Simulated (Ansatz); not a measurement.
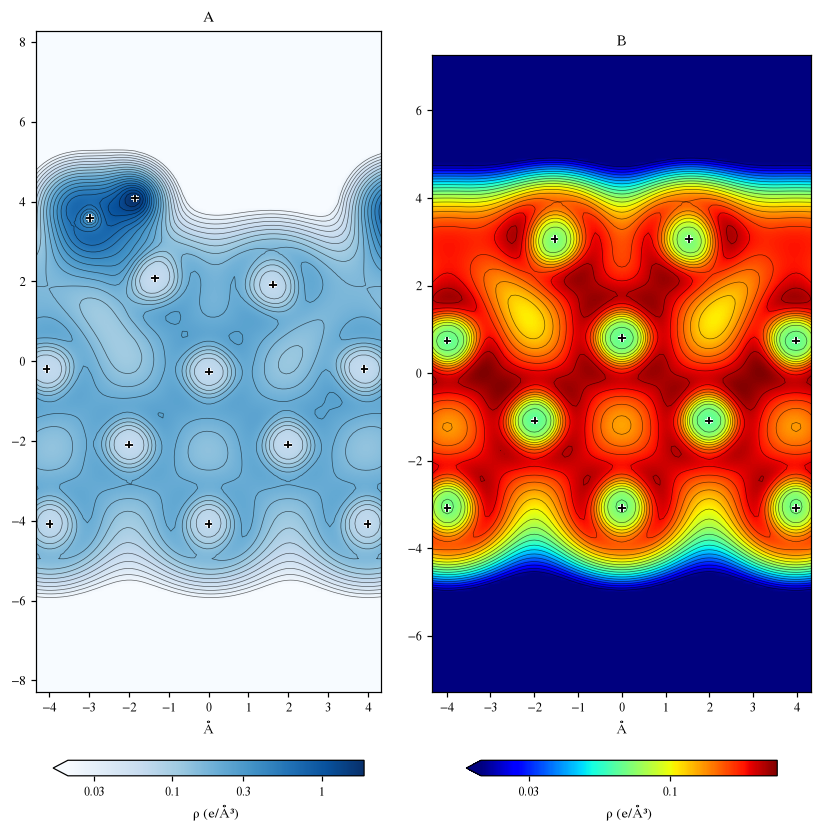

The valence pseudo-density of 2 systems, each on a plane through atoms (crosses mark nuclei in the plane).

These are results of DFT PBE+D3(BJ), scalar-relativistic, plane waves, PAW (Ansatz 0.2.0), not measurements.

System 1: Al$_{16}$BH$_{3}$ (slab), the (11̄0) plane of the calculation cell, a cut from vacuum to vacuum. 

```cif
data_structure
_symmetry_space_group_name_H-M 'P 1'
_symmetry_Int_Tables_number 1
_cell_length_a 5.6324
_cell_length_b 5.6324
_cell_length_c 25.3775
_cell_angle_alpha 90.000
_cell_angle_beta 90.000
_cell_angle_gamma 90.000
_cell_volume 805.08
loop_
_atom_site_label
_atom_site_type_symbol
_atom_site_fract_x
_atom_site_fract_y
_atom_site_fract_z
_atom_site_occupancy
Al1 Al 0.25000 0.25000 0.31524 1
Al2 Al 0.25000 0.75000 0.31524 1
Al3 Al 0.75000 0.25000 0.31524 1
Al4 Al 0.75000 0.75000 0.31524 1
Al5 Al 0.50000 0.50000 0.39371 1
Al6 Al 0.50000 0.00000 0.39371 1
Al7 Al 0.00000 0.50000 0.39371 1
Al8 Al 0.00000 0.00000 0.39371 1
Al9 Al 0.74042 0.74021 0.46837 1
Al10 Al 0.75280 0.23476 0.47372 1
Al11 Al 0.23506 0.75287 0.47375 1
Al12 Al 0.25065 0.25051 0.46579 1
Al13 Al 0.08174 0.08103 0.55772 1
Al14 Al 0.95555 0.56890 0.55701 1
Al15 Al 0.57041 0.95509 0.55705 1
Al16 Al 0.45268 0.45198 0.55167 1
B1 B 0.87630 0.87630 0.61743 1
H1 H 0.92886 0.67952 0.63503 1
H2 H 0.68067 0.92869 0.63556 1
H3 H 0.01927 0.01731 0.63678 1
```

System 2: Al (slab), the (110) plane of the calculation cell, a cut from vacuum to vacuum. 

```
Al
1.0
     5.63242    0.00000    0.00000
     0.00000    5.63242    0.00000
     0.00000    0.00000   25.37749
Al
16
Direct
  0.25000 0.25000 0.31524
  0.25000 0.75000 0.31524
  0.75000 0.25000 0.31524
  0.75000 0.75000 0.31524
  0.50000 0.50000 0.39371
  0.50000 0.00000 0.39371
  0.00000 0.50000 0.39371
  0.00000 0.00000 0.39371
  0.74042 0.74021 0.46837
  0.75280 0.23476 0.47372
  0.23506 0.75287 0.47375
  0.25065 0.25051 0.46579
  0.08174 0.08103 0.55772
  0.95555 0.56890 0.55701
  0.57041 0.95509 0.55705
  0.45268 0.45198 0.55167
```

### Which map belongs to which system?

Panel A is system 1, Al$_{16}$BH$_{3}$: the plane holds Al, B and H. B–H (1.23 Å): ρ at the midpoint is about 1.1 e/Å³. Panel B is system 2, Al: the plane holds Al. Al–Al (2.70 Å): ρ is about 0.24 e/Å³ halfway.
